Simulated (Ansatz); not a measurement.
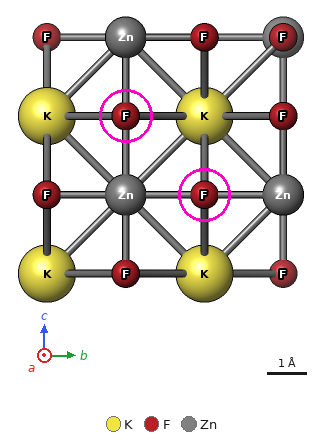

Perfect KZnF₃. A ball-and-stick model of the atoms within 4.6 Å of one point, seen along the a axis.

All numbers below come from DFT, PBEsol, PAW, plane waves (Ansatz). (plane-wave cutoff 420 eV; k-point mesh 1 × 1 × 1; mesh shifted by (0.25, 0.25, 0.25); no spin polarisation) Fermi-Dirac smearing of 0.01 eV. A uniform background neutralises the charged cell. The axes drawn are those of the host's conventional cell.

A fluorine atom is replaced by potassium and an extra fluorine atom is put between the host's atoms (an interstitial), the two sites 3.5 Å apart at the ringed places, in charge state +1. The supercell has 40 sites, and the atoms are relaxed at the host's cell.

**Predict the relaxed surroundings of the defect.**

In the host the F atom has 2 Zn at 2.03 Å; the K atom ends with 6 F at 2.39 to 2.80 Å, 2 Zn at 2.68 to 2.81 Å, 2 K at 2.71 to 2.74 Å. The F atom starts with 4 F at 2.02 to 2.03 Å, 2 K at 2.02 to 2.03 Å around its place and ends with 1 Zn at 1.87 Å. Of the host's atoms, a fluorine atom moves furthest from its site, by 2.20 Å. The K atom itself moves 1.29 Å from where it was put. The F atom itself moves 1.89 Å from where it was put.

The relaxed defect, seen from the same direction:

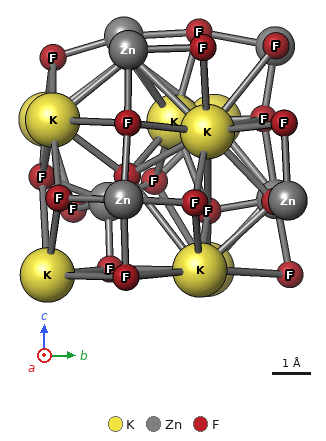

Limits of the set-up: the periodic images lie only 8.1 Å apart, so the values are limited by the cell's size; the cell is charged, on a uniform background, and energies carry no finite-size correction.
